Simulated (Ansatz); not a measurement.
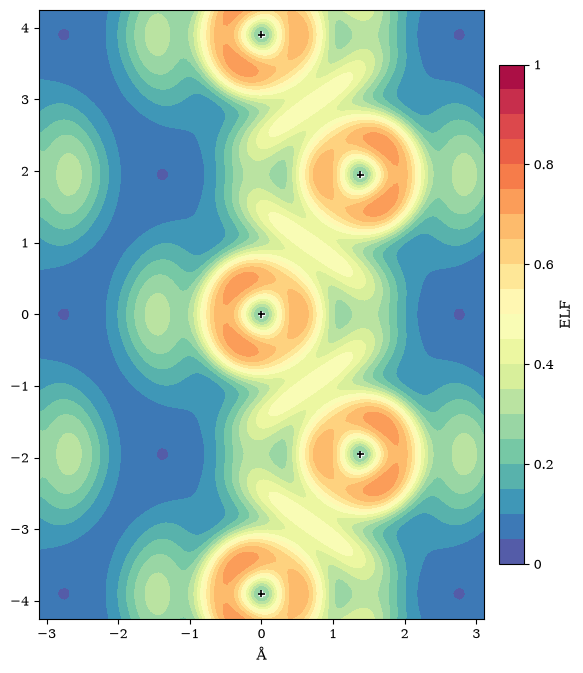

The electron localisation function on a plane through atoms (crosses mark nuclei in the plane).

Computed with DFT, r2SCAN, plane waves (500 eV) with PAW, scalar-relativistic in Ansatz.

Candidates:
A. Os, a = 5.52 Å, b = 5.52 Å, c = 5.52 Å, α = 90.00°, β = 90.00°, γ = 90.00°. Space group Fd-3m; set up as Os, diamond; a generated structure, not necessarily the stable one; computed without spin polarisation.
B. Ru, a = 3.73 Å, b = 3.73 Å, c = 3.73 Å, α = 90.00°, β = 90.00°, γ = 90.00°. Space group Fm-3m; set up as Ru, fcc; a generated structure, not necessarily the stable one; changed on purpose from its base cell (volume × 0.96); computed pressure about 15 GPa in this cell; the program warned that a starting moment wasn't kept; spin-polarised, but the moments vanished.
C. Pd, a = 2.59 Å, b = 2.59 Å, c = 2.59 Å, α = 90.00°, β = 90.00°, γ = 90.00°. Space group Pm-3m; set up as Pd, simple cubic; a generated structure, not necessarily the stable one.

Which candidate gave the map?

Candidate A: Os on the (101) plane of the conventional cell, which holds Os. Os–Os (2.39 Å): the ELF is about 0.50 at the midpoint.
